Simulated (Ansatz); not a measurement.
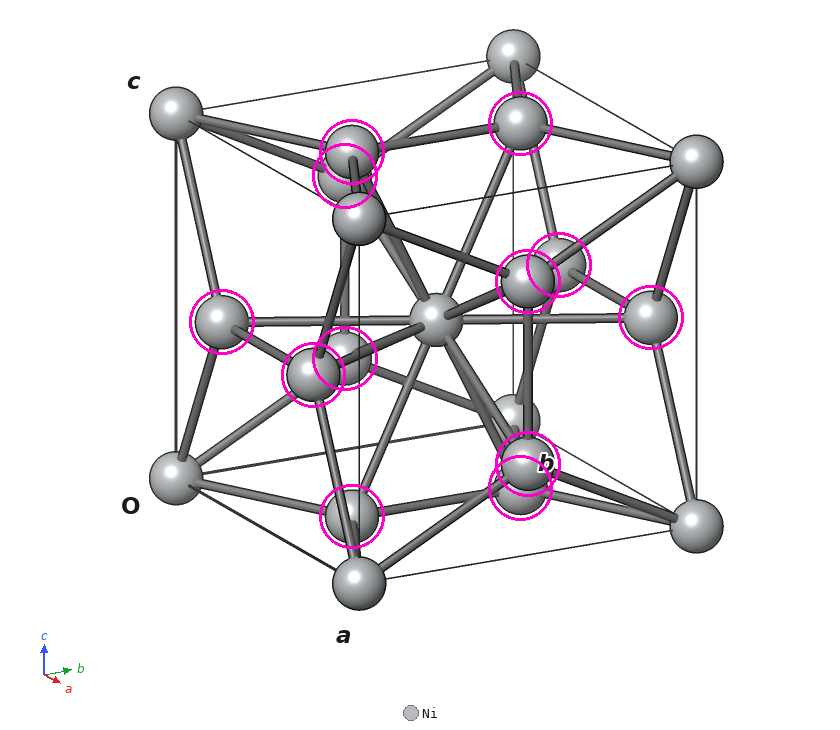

Crystal: Ni, the input geometry of an electronic-structure calculation (not necessarily at equilibrium); the starting structure was generated, so it need not be a known form of this composition. One unit cell; the ringed atoms, with their copies on corners, edges and faces, form one crystallographic orbit. Symmetry computed with spglib at a tolerance of 0.002 Å; standard conventional cell.

a = 4.542 Å, b = 4.542 Å, c = 4.542 Å, α = 90.00°, β = 90.00°, γ = 90.00°; space group Pm-3n, No. 223.

Which Wyckoff position do the ringed atoms fill?

Ni on 6c, site symmetry -4m.2: 48 operations a cell over 8 that keep the site give 6 atoms, with 0 free parameters.

List their coordinates.

(1/4, 0, 1/2); (3/4, 0, 1/2); (1/2, 1/4, 0); (1/2, 3/4, 0); (0, 1/2, 1/4); (0, 1/2, 3/4).
